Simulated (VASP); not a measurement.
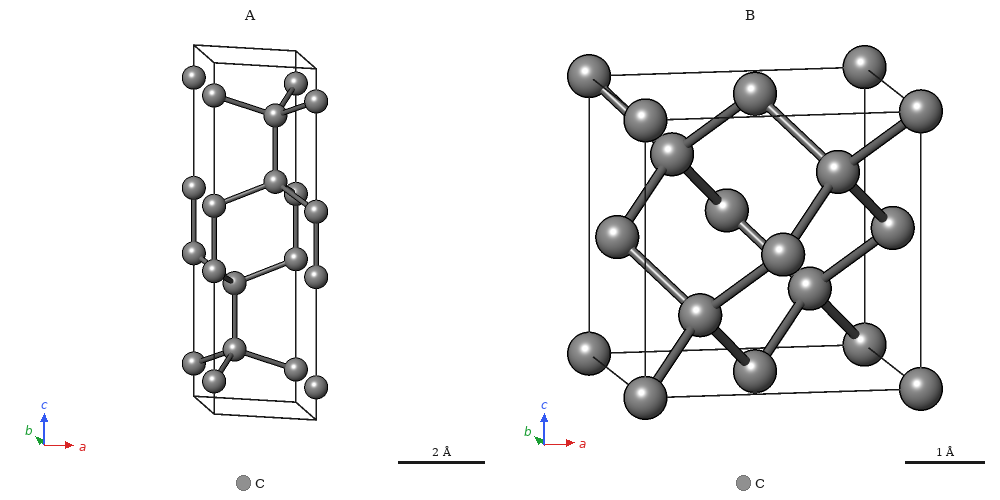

Two structures of C, each relaxed (cell and atoms) at zero pressure; conventional cells in solid outline, small ones repeated, each panel with its own scale. Alike in all runs: VASP 6.6.1; functional revPBE; VASP's PAW PBE potentials, release 64 (C); cutoff 600 eV; occupations fermi-dirac, width 0.05 eV; no spin polarisation; no spin-orbit coupling. The k meshes have like spacings.

**Name the structure in each panel.**

A: 8 atoms a cell on a primitive hexagonal lattice, P6₃/mmc; B: diamond, Fd-3m.

**Rank them by energy, lowest first.**

B, then A (+9 meV/atom), static energies at zero smearing.

**Collect the results in a table.**

| panel | space group | E − E(lowest) (meV/atom) | volume (Å³/atom) | gap (eV) |
| --- | --- | --- | --- | --- |
| B | Fd-3m | 0 | 5.8 | 4.10 |
| A | P6₃/mmc | 9 | 5.8 | 4.50 |

At room conditions C is graphite, which this level doesn't put lowest.

The starts are database entries or structure types tried for this composition, and the most stable form need not be among them. Approximate functionals can misorder forms that lie within a few tens of meV/atom, as they do the rutile and anatase forms of TiO₂. Gaps are the least found on the k-mesh, which misses some points of high symmetry; where the band edges lie there, the true gap is smaller, at times by an eV.

Caveat: semilocal functionals give gaps below the measured ones.
